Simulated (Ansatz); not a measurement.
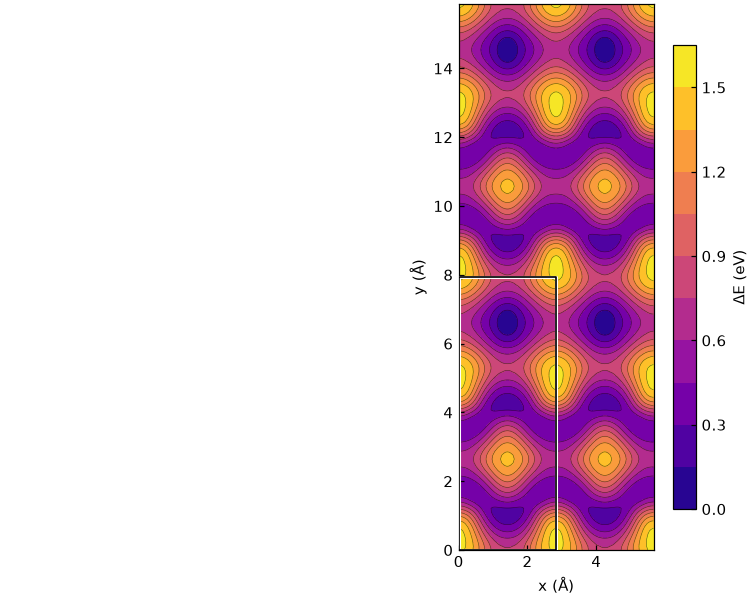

Energy landscape of S on a Ti(110) slab cut from the P6/mmm phase, its upper half relaxed before the scan (9 atoms of substrate and one adsorbate in a 1 × 1 cell). 
- S is moved over the surface cell; relaxed at each place: the height of the adsorbate's atoms; substrate rigid; the origin of the map has the adsorbate above Ti8.
- Places are given modulo a cell vector. The map is drawn in real space over the plane of the surface.
- The scan uses a 6 × 6 grid; 16 points were computed and 20 follow by symmetry.
- Energies are in eV, from the lowest grid point.
- With one adsorbate in each 1 × 1 cell, its nearest image is 2.8 Å away, so neighbouring adsorbates interact.
- All numbers below come from Ansatz, DFT PBE, scalar-relativistic, plane waves, PAW. Settings: cutoff 420 eV, k-mesh 9×4×1, gaussian smearing 0.1 eV, no spin polarisation.

The picture shows filled contours, the outline of one cell of the 2 × 2 shown. Between grid points the surface is interpolated. 

Question: Describe this landscape.

Answer: The lowest grid point is at a fourfold hollow over a second-layer Ti atom, (3/6, 5/6) of the cell vectors. A higher local minimum lies near (2/6, 1/6) of the cell vectors [nearest 2 Ti at 2.33 Å] (0.32 eV above the lowest at that grid point). The highest grid point, the top site over a surface Ti atom, (0/6, 0/6) of the cell vectors, lies 1.53 eV above the lowest. On the interpolated surface the easiest way out of the lowest well to its copy in the next cell or period passes a barrier of about 0.69 eV. At the lowest point the adsorbate has 4 Ti at 2.46 Å as nearest neighbours, at the highest 1 Ti at 2.22 Å. Its relaxed height above the top atom is 1.51 Å at the lowest and 2.22 Å at the highest point.

The whole map (16 points run) took 14 min on 4 threads of Arm Neoverse V2, with other jobs on the host.

PAW datasets: the set soft_1.
